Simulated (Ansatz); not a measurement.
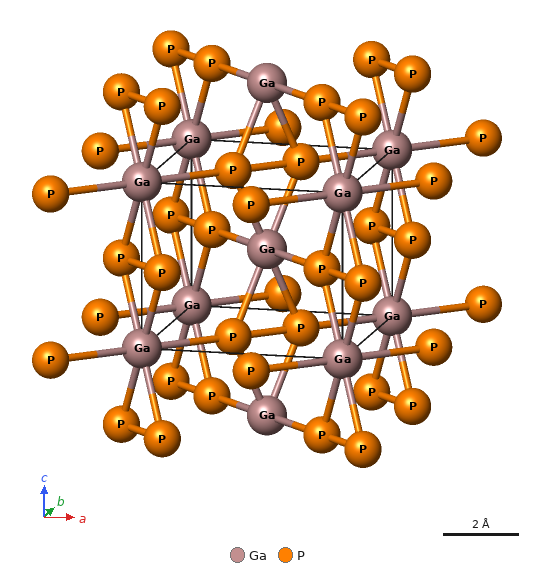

This is the input geometry for a relaxation of a crystal of GaP₂ (built on the rutile_136 type). The picture is a ball-and-stick view of the cell of the calculation, seen slightly off an axis.

Case: rutile type (P4_2/mnm, No. 136).

These are results of DFT PBE, scalar-relativistic, plane waves, PAW in Ansatz 0.2.0, not measurements.

Input
```yaml
crystal:
  lattice:
    - [5.5344296532, 0.0, 0.0]
    - [0.0, 5.5344296532, 0.0]
    - [0.0, 0.0, 4.5558576738]
  atoms:
    - { symbol: Ga, position: [0.0, 0.0, 0.0] }
    - { symbol: Ga, position: [0.5, 0.5, 0.5] }
    - { symbol: P, position: [0.3644788848, 0.3644788848, 0.0] }
    - { symbol: P, position: [0.1355211152, 0.8644788848, 0.5] }
    - { symbol: P, position: [0.6355211152, 0.6355211152, 0.0] }
    - { symbol: P, position: [0.8644788848, 0.1355211152, 0.5] }
basis:
  ecutwfc: 420
kpoints:
  mp_grid: { grid: [8, 8, 8] }
hamiltonian:
  xc: pbe
scf:
  occupations: { method: gaussian, width: 0.1 }
output:
  forces: true
  stress: true
  eigenvalues: true
relax:
  adjacent_minimum: "off"
  f_tol: 0.01
  max_steps: 80
  cell: { stress_tol: 0.05 }
```

Launched with:
```bash
ansatz run input.yaml --threads 1 --pin off --max-ram 2560MiB --backend cpu --events-out ev --progress --plain --runs-dir out
```

Q: Predict the outcome.

A: The largest moves relative to the cell, 0.007 Å, are those of P3, P4, P5 and P6. P5 goes along [1 1 0]. Ga stays in place. The volume changes by −1.3 %, with a = b 5.534 → 5.485 Å (−0.9 %), c 4.556 → 4.579 Å (+0.5 %). Near-neighbour distances that change, for instance: Ga1–P3 2.853 → 2.820 Å, Ga1–P4 2.513 → 2.522 Å, P3–P5 2.121 → 2.117 Å. The space group stays P4_2/mnm (No. 136). After 4 accepted moves (5 points after the start) the energy has fallen by 2.2 meV per cell of the calculation. The largest force component goes from 0.014 to 0.0046 eV/Å. The pressure goes from −0.06 to 0.00 GPa. At 1 point the geometry stayed and the basis and grid were re-selected for the new cell (energy shift of 0.3 meV per cell of the calculation at most each time).

History of the run:

```
step  E − E(0), meV/atom  largest force component, eV/Å  pressure, GPa  volume, Å³/atom                      note
   0                0.00                         0.0137          -0.06           23.258                          
   1               -0.21                         0.0023          -0.01           23.114                          
   2               -0.36                         0.0435          -0.16           22.979                          
   3               -0.41                         0.0011           0.07           22.904                          
   4               -0.42                         0.0045           0.00           22.960                          
   5               -0.37                         0.0046           0.00           22.960  same geometry, new basis
```

Final geometry:

```xyz
6
Lattice="5.4852 0.0000 0.0000 0.0000 5.4852 0.0000 0.0000 0.0000 4.5788" Properties=species:S:1:pos:R:3 pbc="T T T"
Ga    5.4852    5.4852    4.5788
Ga    2.7426    2.7426    2.2894
P     1.9942    1.9942    4.5788
P     0.7484    4.7367    2.2894
P     3.4910    3.4910    4.5788
P     4.7367    0.7484    2.2894
```

After the run, drawn alike:

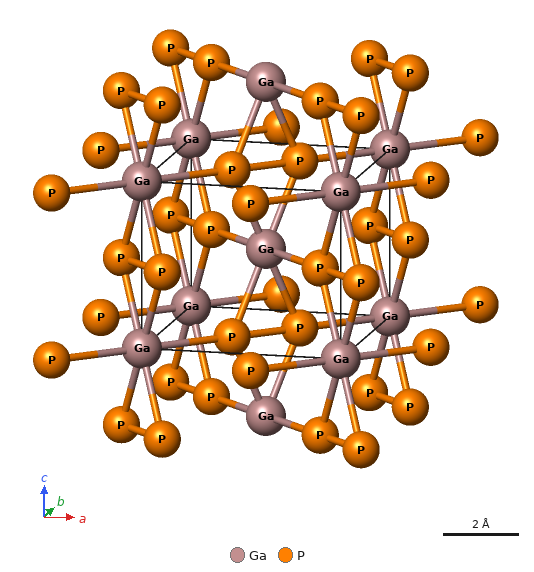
